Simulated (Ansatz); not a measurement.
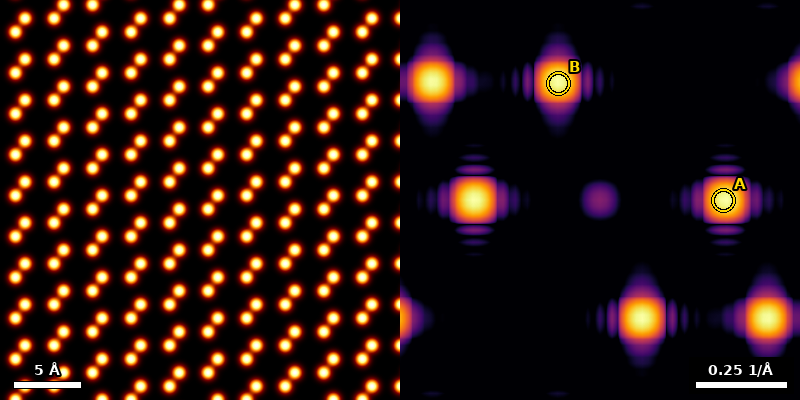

HAADF-like image of Ni (Fd-3m, No. 227) along [110]. Simulated incoherent Z contrast: every atom adds Z^1.6 spread by a probe of 0.72 Å full width; channelling and multiple scattering are left out. The display is stretched by a gamma of 0.8; percentages refer to the linear signal. Model: the end point of a relaxation with DFT PBEsol, scalar-relativistic, plane waves, PAW in Ansatz 0.2.0; the starting structure was generated, so it need not be a known form of this composition.

The right panel is the modulus of the image's Fourier transform on a logarithmic scale.

a = 5.006 Å, b = 5.006 Å, c = 5.006 Å, α = 90.00°, β = 90.00°, γ = 90.00°

Index the marked spots and give their plane spacings (the zone axis points at the viewer; indices equivalent by symmetry, or all signs reversed, are as good).

A: (-1 1 1), d = 2.89 Å; B: (1 -1 1), d = 2.89 Å. A and B enclose 109°, and every spot obeys the zone law hu + kv + lw = 0 for [110].
